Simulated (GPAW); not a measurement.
# MgO (Periclase): optical spectrum from first principles, part 2 of 2

Wanted: where MgO (Periclase) starts to absorb, how strongly, and its refractive index. The cell comes from an older database entry, whose edges can differ from later determinations, mostly by under a per cent.

GPAW 26.7.0; DFT, LDA, plane-wave PAW (GPAW data sets), scalar-relativistic, RPA, optical limit.

So far. Step 2 (Ground state): There is a gap, 4.65 eV on this mesh (points off the mesh can give less), so no carriers' term is needed.

The database entry behind the starting cell differs from later determinations by our own check (about 0.1 % long), so it need not match the best structure at ambient conditions.

### Step 4. Dielectric function, RPA (continued)

The Im ε, E ∥ x has structure finer than the step of the table below, so its rows give means over 1 eV, whole bins alone (the curve runs from 0 to 29.9 eV). Peaks (eV: height): 5.6: 1.35, 8.4: 3.55, 11.0: 4.75, 15.2: 2.91, 17.8: 2.65.

Values under the direct gap are tails of Lorentzian lines. Im ε, E ∥ x against photon energy; means over each step:

| photon energy (eV) | Im ε, E ∥ x |
| --- | --- |
| 1 | 0.00455 |
| 2 | 0.0102 |
| 3 | 0.0196 |
| 4 | 0.0508 |
| 5 | 0.539 |
| 6 | 1.09 |
| 7 | 1.36 |
| 8 | 2.34 |
| 9 | 3.21 |
| 10 | 2.98 |
| 11 | 4.09 |
| 12 | 2.59 |
| 13 | 2.01 |
| 14 | 1.95 |
| 15 | 2.58 |
| 16 | 2.36 |
| 17 | 2.14 |
| 18 | 2.29 |
| 19 | 1.15 |
| 20 | 0.769 |
| 21 | 0.933 |
| 22 | 0.614 |
| 23 | 0.472 |
| 24 | 0.378 |
| 25 | 0.292 |
| 26 | 0.247 |
| 27 | 0.210 |
| 28 | 0.230 |
| 29 | 0.186 |

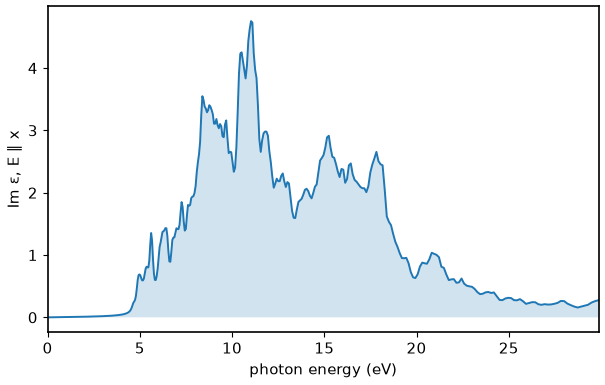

Im ε, E ∥ x against photon energy.

Table of Re ε, E ∥ x by photon energy:

| photon energy (eV) | Re ε, E ∥ x |
| --- | --- |
| 0 | 3.11 |
| 2 | 3.21 |
| 4 | 3.63 |
| 6 | 4.34 |
| 8 | 4.57 |
| 10 | 2.68 |
| 12 | 0.430 |
| 14 | 1.30 |
| 16 | 0.517 |
| 18 | -0.353 |
| 20 | 0.0583 |
| 22 | 0.0134 |
| 24 | 0.248 |
| 26 | 0.442 |
| 28 | 0.582 |

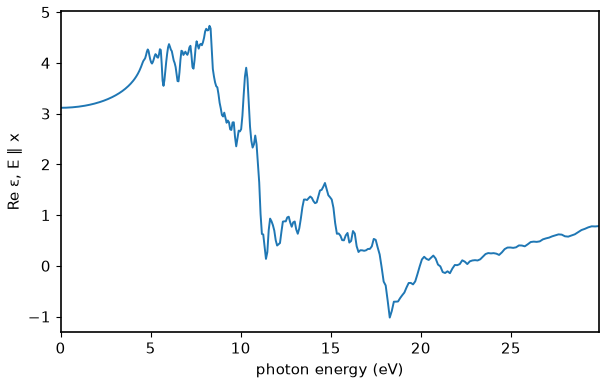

Re ε, E ∥ x, plotted against photon energy.

Table of refractive index n and extinction k by photon energy:

| photon energy (eV) | n | k |
| --- | --- | --- |
| 0 | 1.76 | 0 |
| 2 | 1.79 | 0.00282 |
| 4 | 1.91 | 0.0114 |
| 6 | 2.10 | 0.213 |
| 8 | 2.19 | 0.471 |
| 10 | 1.79 | 0.714 |
| 12 | 1.26 | 1.08 |
| 14 | 1.37 | 0.752 |
| 16 | 1.21 | 0.978 |
| 18 | 1.04 | 1.20 |
| 20 | 0.601 | 0.552 |
| 22 | 0.559 | 0.547 |
| 24 | 0.598 | 0.331 |
| 26 | 0.684 | 0.162 |
| 28 | 0.781 | 0.167 |

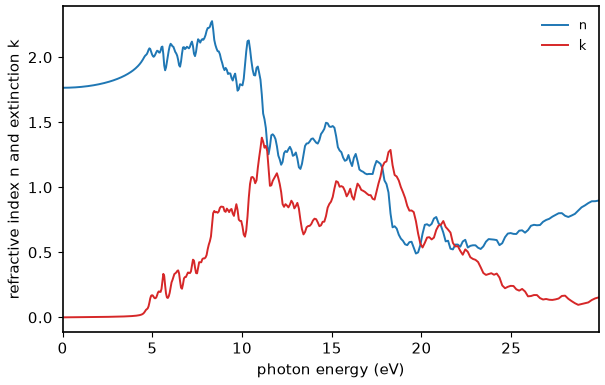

Refractive index n and extinction k, plotted against photon energy.

The reflectivity at normal incidence, E ∥ x has structure finer than the step of the table below, so its rows give means over 1 eV, whole bins alone (the curve runs from 0 to 29.9 eV). Peaks (eV: height): 8.4: 19.3, 11.1: 26.1, 18.3: 34.7, 21.6: 23.5.

Table of reflectivity at normal incidence, E ∥ x by photon energy; means over each step:

| photon energy (eV) | reflectivity at normal incidence, E ∥ x (%) |
| --- | --- |
| 1 | 7.75 |
| 2 | 8.05 |
| 3 | 8.63 |
| 4 | 9.81 |
| 5 | 11.8 |
| 6 | 12.2 |
| 7 | 12.9 |
| 8 | 16.2 |
| 9 | 16.8 |
| 10 | 15.8 |
| 11 | 22.8 |
| 12 | 17.3 |
| 13 | 12.7 |
| 14 | 10.6 |
| 15 | 15.2 |
| 16 | 16.8 |
| 17 | 17.1 |
| 18 | 26.3 |
| 19 | 30.6 |
| 20 | 19.4 |
| 21 | 17.0 |
| 22 | 18.5 |
| 23 | 15.3 |
| 24 | 10.6 |
| 25 | 6.81 |
| 26 | 4.64 |
| 27 | 2.71 |
| 28 | 2.08 |
| 29 | 1.07 |

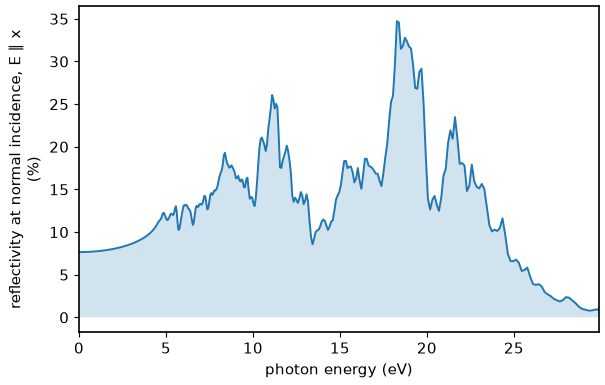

Reflectivity at normal incidence, E ∥ x, plotted against photon energy.

The loss function −Im 1/ε at q → 0, E ∥ x has structure finer than the step of the table below, so its rows give means over 2 eV, whole bins alone (the curve runs from 0 to 29.9 eV). Peaks (eV: height): 19.9: 1.59, 23.3: 2.25, 24.3: 2.10.

Values under the direct gap are tails of Lorentzian lines. Loss function −Im 1/ε at q → 0, E ∥ x against energy loss; means over each step:

| energy loss (eV) | loss function −Im 1/ε at q → 0, E ∥ x |
| --- | --- |
| 2 | 0.00101 |
| 4 | 0.00765 |
| 6 | 0.0578 |
| 8 | 0.102 |
| 10 | 0.173 |
| 12 | 0.343 |
| 14 | 0.360 |
| 16 | 0.395 |
| 18 | 0.471 |
| 20 | 1.10 |
| 22 | 1.55 |
| 24 | 1.85 |
| 26 | 0.993 |
| 28 | 0.510 |

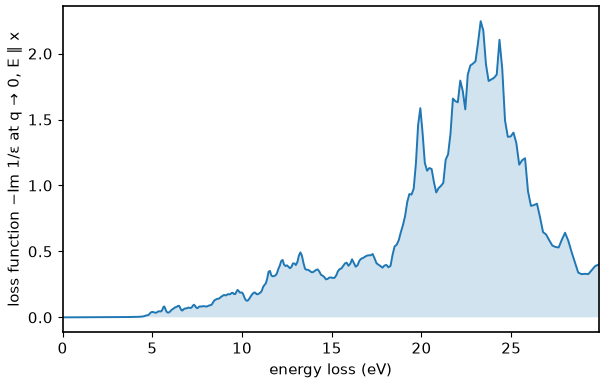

Loss function −Im 1/ε at q → 0, E ∥ x, plotted against energy loss.

Optical constants at common wavelengths, from n + ik = √ε:

| wavelength (nm) | n | k | R (%) | 1/α |
| --- | --- | --- | --- | --- |
| 1064 | 1.77 | 0.002 | 7.8 | 56 µm |
| 800 | 1.78 | 0.002 | 7.9 | 31 µm |
| 633 | 1.79 | 0.003 | 8.0 | 18 µm |
| 365 | 1.85 | 0.007 | 9.0 | 4.3 µm |
| 308 | 1.91 | 0.012 | 9.8 | 2.1 µm |
| 248 | 2.02 | 0.169 | 11.7 | 117 nm |
| 193 | 1.99 | 0.360 | 12.2 | 43 nm |

Below the direct gap, k and the depth come from the tails of the Lorentzian lines, not from transitions.

Rows near the edge hang on the gap, which this functional as a rule makes too small, and phonon-assisted absorption is left out.

### Step 5. Outcome

* electronic dielectric constant ε∞, mean over x, y and z (by symmetry where fewer were run) (RPA): 3.11
* main peak of Im epsilon, first axis: 11.1 eV
* centre of weight of the strongest loss peak in the window, first axis: 23.4 eV

In words: At this level (LDA, RPA) MgO has ε∞ = 3.11 and n = 1.77 at 1550 nm, and Im ε peaks at 11.1 eV. On the mesh the gap is 4.64 eV and the least direct gap 4.65 eV. Local fields change the static value along x from 3.25 to 3.11 (-4 %). Distinct maxima of Im ε, read by a parabola through the highest points, lie at 8.41 eV (3.6), 9.66 eV (3.2), 10.49 eV (4.3) and 11.05 eV (4.8). Excitons and phonon-assisted transitions are missing; LDA gaps are as a rule too small, which pulls the onset down and ε∞ up. The sum runs over mesh points, so small or evenly spaced maxima can still be ripples of the mesh. In this version of GPAW the matrix elements of the optical limit are incomplete, which can lower ε − 1 by up to a tenth where first-row anions or d states rule, and shift it by more in d metals.

[Hosts, paths, dates, database ids (printed as entryN), source tags and the programs' standing remarks are cut or masked in the printed files.]
